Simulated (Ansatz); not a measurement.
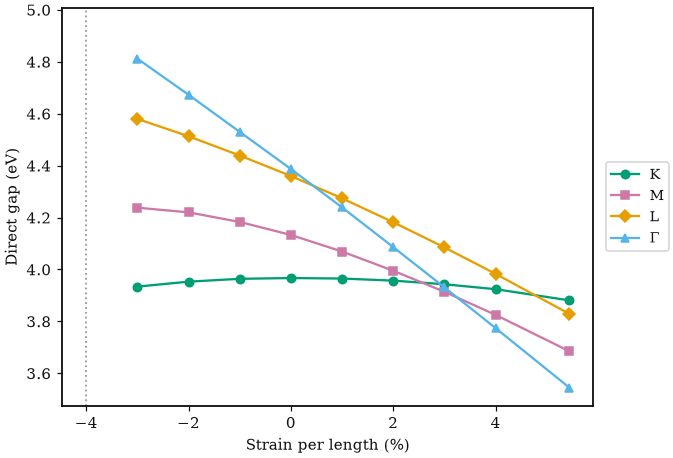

Direct gap at each named k point. The names follow the standardised cell of this lattice; in reduced coordinates of the cell that was run, K is (0.333, 0.333, 0), M is (0.5, 0, 0) and L is (0.5, 0, 0.5). One run is left out (dotted line).

System: La₂O₃, space group P-3m1, 5 atoms in the cell, relaxed with r2SCAN; unstrained, a = 3.935 Å, c = 6.126 Å (hexagonal axes). All lengths are scaled by the strain listed, and the atoms are relaxed again with r2SCAN. Points keep the names and reduced coordinates of the unstrained primitive cell. Ansatz; PBE, Ansatz PAW set, no spin polarisation, no spin-orbit coupling, 12×12×4 k mesh, 420 eV cutoff, Fermi-Dirac smearing of 0.02 eV.

```
 strain  K (eV)  M (eV)  L (eV)  Γ (eV)
   −3 %    3.93    4.24    4.58    4.81
   −2 %    3.95    4.22    4.51    4.67
   −1 %    3.96    4.18    4.44    4.53
    0 %    3.97    4.13    4.36    4.39
   +1 %    3.96    4.07    4.27    4.24
   +2 %    3.96    3.99    4.18    4.09
   +3 %    3.94    3.91    4.08    3.93
   +4 %    3.92    3.83    3.98    3.77
+5.44 %    3.88    3.68    3.83    3.54
```

Question: Fill in the row for −4 %.

Answer: Fits through the other points give 3.91 eV at K, 4.26 eV at M, 4.64 eV at L and 4.95 eV at Γ (parabolas). The run itself gives 3.91, 4.23, 4.64 and 4.94 eV, within 0.03 eV of the estimates.

The smallest gap over all k points computed is 3.79, 3.84, 3.87, 3.86, 3.84, 3.79, 3.72, 3.64, 3.56 and 3.44 eV in turn; it lies up to 0.27 eV under the lowest value plotted. Spin-orbit coupling is left out, which matters for La. Semilocal functionals put the empty 4f levels of La too low. LDA, GGA and most meta-GGA functionals understate gaps.
